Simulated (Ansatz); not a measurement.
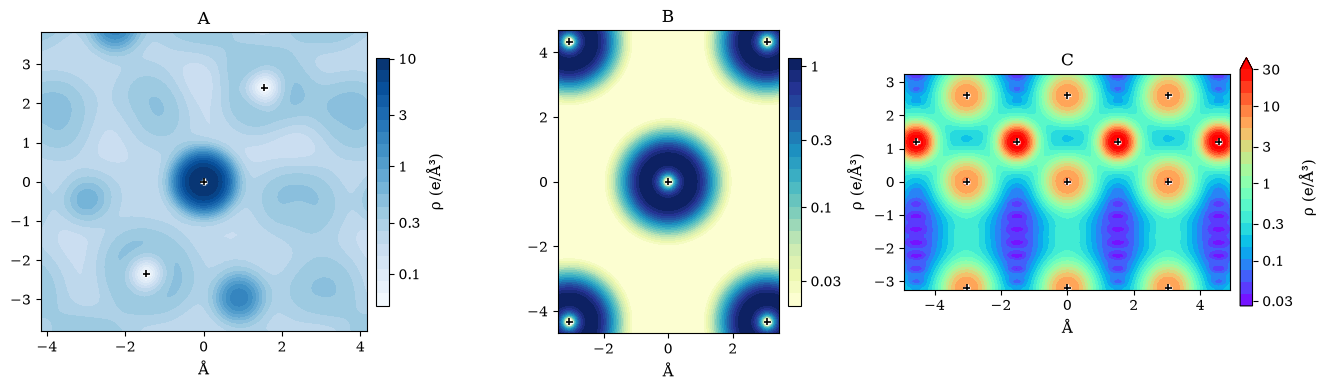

The valence electron density of 3 systems, each on a plane through atoms (crosses mark nuclei in the plane).

Computed with Kohn-Sham DFT of a periodic cell, PBE, Ansatz PAW in Ansatz 0.2.0.

System 1: Ga2O3, the (100) plane of the conventional cell. Space group C2/m; computed pressure about 10 GPa in this cell.

```
Ga O
1.0
    12.21400    0.00000    0.00000
     0.00000    3.03710    0.00000
    -1.38599    0.00000    5.63001
Ga O
8 12
Cartesian
  3.2184 0.0000 3.8621
  9.3254 1.5186 3.8621
  1.5026 1.5186 1.7679
  7.6096 0.0000 1.7679
  4.7170 1.5186 1.1564
  10.8240 0.0000 1.1564
  0.0041 0.0000 4.4736
  6.1111 1.5186 4.4736
  -0.9803 1.5186 4.1853
  5.1267 0.0000 4.1853
  5.7013 0.0000 1.4447
  11.8083 1.5186 1.4447
  3.3849 1.5186 2.4592
  9.4919 0.0000 2.4592
  1.3361 0.0000 3.1708
  7.4431 1.5186 3.1708
  2.8640 1.5186 5.0118
  8.9710 0.0000 5.0118
  1.8570 0.0000 0.6182
  7.9640 1.5186 0.6182
```

System 2: Cs, the (101) plane of the conventional cell. Space group Im-3m; a structure from a database of computed crystals, not necessarily the ambient phase.

```xyz
2
Lattice="6.1292 0.0000 0.0000 0.0000 6.1292 0.0000 0.0000 0.0000 6.1292" Properties=species:S:1:pos:R:3 pbc="T T T"
Cs    0.0000    0.0000    0.0000
Cs    3.0646    3.0646    3.0646
```

System 3: TiSi2, the (111) plane of the conventional cell. Space group P1; a structure from a database of computed crystals, not necessarily the ambient phase; changed on purpose from its base cell (atoms moved at random by about 0.05 A); not relaxed (largest force 1.1 eV/Å); computed pressure about 3 GPa in this cell.

```
Ti Si
1.0
    -2.38951    4.11752    0.00000
    -2.38951   -4.11752    0.00000
     2.38951    0.00000    4.26290
Ti Si
2 4
Direct
  0.72981 0.24548 0.49582
  0.50981 0.51188 0.00361
  0.41190 0.59878 0.50053
  0.08792 0.91094 0.50376
  0.15524 0.83538 0.00909
  0.85264 0.17242 0.00211
```

**Match each panel to its system.**

Panel A is system 3, TiSi2: the plane holds Ti and Si. Panel B is system 2, Cs: the plane holds Cs. Cs–Cs (5.31 Å): ρ at the midpoint is about 0.01 e/Å³. Panel C is system 1, Ga2O3: the plane holds Ga and O. Ga–O (1.94 Å): ρ is about 0.68 e/Å³ halfway.
